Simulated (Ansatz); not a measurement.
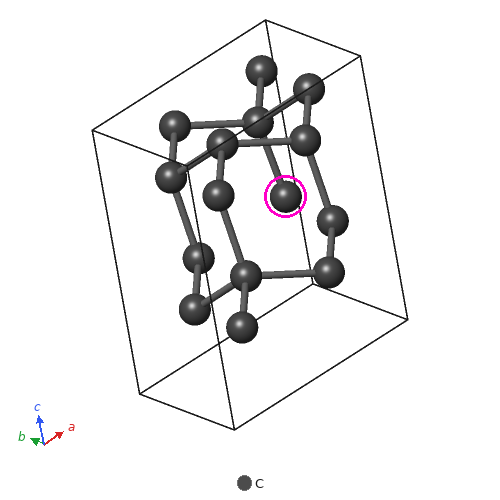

The system is C (Fd-3m phase) with one C vacancy (15 atoms in the cell); the picture shows the reference structure. An atom moved over a plane that holds its own site and a neighbouring vacancy (x along [2 −2 1] of the conventional cell). First axis: path of C10 from its site (0) to the vacancy (1), 1.539 Å. Second axis: shift of C10 across the path, along the Cartesian direction [−1 1 2]. Nothing is relaxed (all other atoms held at the sites of the perfect crystal). The grid has 11 × 9 points; 48 points were computed and 47 follow by symmetry. At 4 points there is no value (left out of the scan, as a rule where atoms come close). Points are written as (first, second). All energies are given in eV per cell relative to the lowest grid point. Level of theory: Ansatz, DFT PBEsol, scalar-relativistic, plane waves, PAW. Settings: cutoff 420 eV, k-mesh 6×6×6, gaussian smearing 0.05 eV, no spin polarisation.

Range: path of C10 from its site (0) to the vacancy (1), 1.539 Å from −0.125 to 1.125; shift of C10 across the path, along the Cartesian direction [−1 1 2] from −0.700 to 0.700 Å.

Predict the map.

Answer. The lowest grid point is at (−0.125, 0.000 Å) [nearest 3 C at 1.49 Å]. It lies at the edge of the scanned range, so the true minimum may lie outside. The highest grid point, (−0.125, 0.525 Å) [nearest 1 C at 0.98 Å], lies 12.0 eV above the lowest.

```tsv
second ↓, first →	−0.125	0.000	0.125	0.250	0.375	0.500	0.625	0.750	0.875	1.000	1.125
0.700	–	–	11.8	8.3	6.9	6.3	5.8	5.2	4.9	5.1	5.9
0.525	12.0	8.5	6.2	5.3	5.1	5.0	4.6	4.0	3.5	3.5	4.0
0.350	4.1	3.2	3.0	3.4	4.0	4.1	3.8	3.0	2.3	1.9	2.1
0.175	0.8	0.9	1.5	2.5	3.4	3.7	3.3	2.4	1.4	0.8	0.6
0.000	0.0	0.3	1.1	2.2	3.2	3.6	3.2	2.2	1.1	0.3	0.0
−0.175	0.6	0.8	1.4	2.4	3.3	3.7	3.4	2.5	1.5	0.9	0.8
−0.350	2.1	1.9	2.3	3.0	3.8	4.1	4.0	3.4	3.0	3.2	4.1
−0.525	4.0	3.5	3.5	4.0	4.6	5.0	5.1	5.3	6.2	8.5	12.0
−0.700	5.9	5.1	4.9	5.2	5.8	6.3	6.9	8.3	11.8	–	–
```

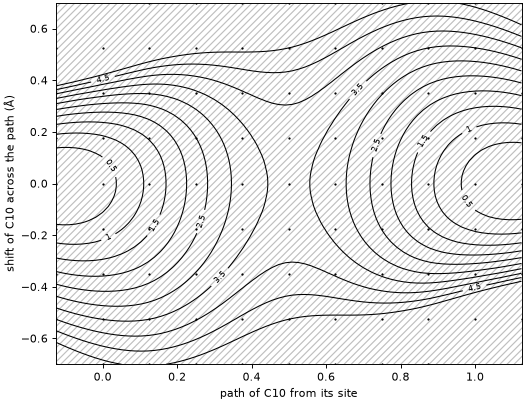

In the figure: contour lines labelled in eV (none above 5), dots at the grid points, hatched blanks where no value was computed. Between grid points the surface is interpolated.

Each point was launched as `ansatz run input.yaml --threads 4 --pin off --max-ram 8192MiB --backend cpu --events-out ev --progress --plain --runs-dir out`. Time for the 48 points that were run: 13 min on 4 threads of Arm Neoverse N1, on a shared host.

PAW datasets: the set soft_1.
